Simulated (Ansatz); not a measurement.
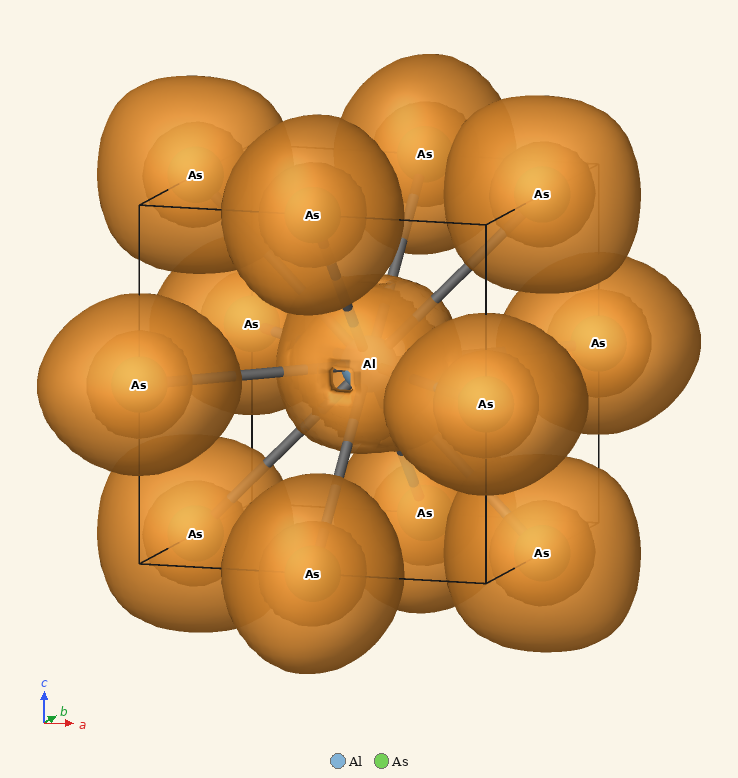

Figure 1: AlAs₃. Isosurface of the ELF at 0.55 (orange), seen slightly off an axis. Core shells and regions of very low density are left out. Sticks mark near contacts.

Space group Pm-3m; a structure generated by program, which may or may not match a known phase.

The calculation used DFT PBE, scalar-relativistic, plane waves, PAW (Ansatz 0.2.0).

In a PAW calculation such maps are meaningful between the atoms, not at the nuclei.

```
CELL_PARAMETERS angstrom
4.23397 0.00000 0.00000
0.00000 4.23397 0.00000
0.00000 0.00000 4.23397
ATOMIC_POSITIONS crystal
Al 0.50000 0.50000 0.50000
As 0.50000 0.00000 0.00000
As 0.00000 0.50000 0.00000
As 0.00000 0.00000 0.50000
```

**Identify the bonds, lone pairs and shells in this picture.**

The surface consists of one region wrapped around Al (its valence shell) and three regions wrapped around As (the valence shell of each), counted in one cell of 4 atoms. Any copies at cell faces, edges or corners count once. Along the contacts the grid gives the following. Al–As (2.99 Å): the ELF is about 0.45 at the midpoint.

**Does the calculation give a band gap?**

It is gapless in this calculation (a metal or semimetal).
